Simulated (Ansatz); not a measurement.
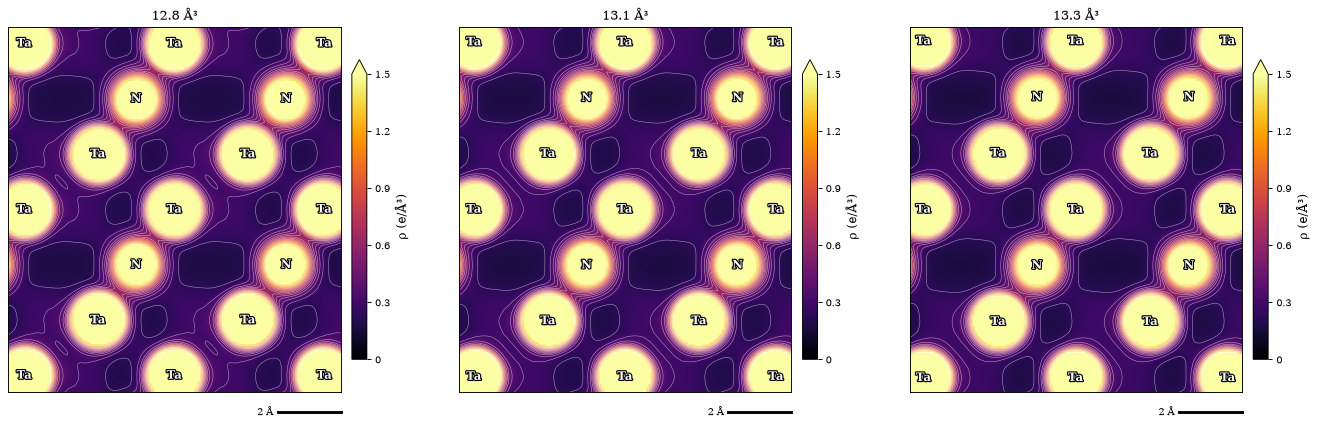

Ta2N. The valence electron density of cells scaled evenly to different volumes (given per atom above each panel), on the (110) plane of each (indices in the axes of the cell below), at one length scale and on one colour scale.

A structure from a database of computed crystals, not necessarily the ambient phase.

The calculation used Kohn-Sham DFT of a periodic cell, r2SCAN, Ansatz PAW (Ansatz 0.2.0).

The density is the valence pseudo-density of a PAW calculation; it isn't the true density close to the nuclei.

The largest cell:

```yaml
crystal:
  lattice:
    - [3.15382, 0.00000, 0.00000]
    - [-1.57691, 2.73129, 0.00000]
    - [0.00000, 0.00000, 4.93393]
  atoms:
    - { symbol: Ta, position: [0.33333, 0.66667, 0.25471] }
    - { symbol: Ta, position: [0.66667, 0.33333, 0.74529] }
    - { symbol: N, position: [0.00000, 0.00000, 0.00000] }
```

| volume (Å³/atom) | Ta–N contact in the plane (Å) | ρ at its midpoint (e/Å³) | pressure (GPa) | 
| --- | --- | --- | --- |
| 12.80 | 2.139 | 0.635 | 14.3 | 
| 13.08 | 2.154 | 0.615 | 7.1 | 
| 13.35 | 2.169 | 0.595 | 0.6 | 
| 13.89 | 2.198 | ? | ? | 
| 14.17 | 2.212 | 0.541 | −15.2 | 

Question: What values belong in the row with question marks?

Answer: Over the known rows ln ρ falls by 2.20 per Å of Ta–N distance (a least-squares line), which gives 0.558 e/Å³ at 2.198 Å; the calculation gives 0.558 e/Å³. For the pressure, a straight line in volume between the neighbouring rows gives −9.8 GPa; the calculation gives −10.5, lower because pressure rises ever faster on compression.
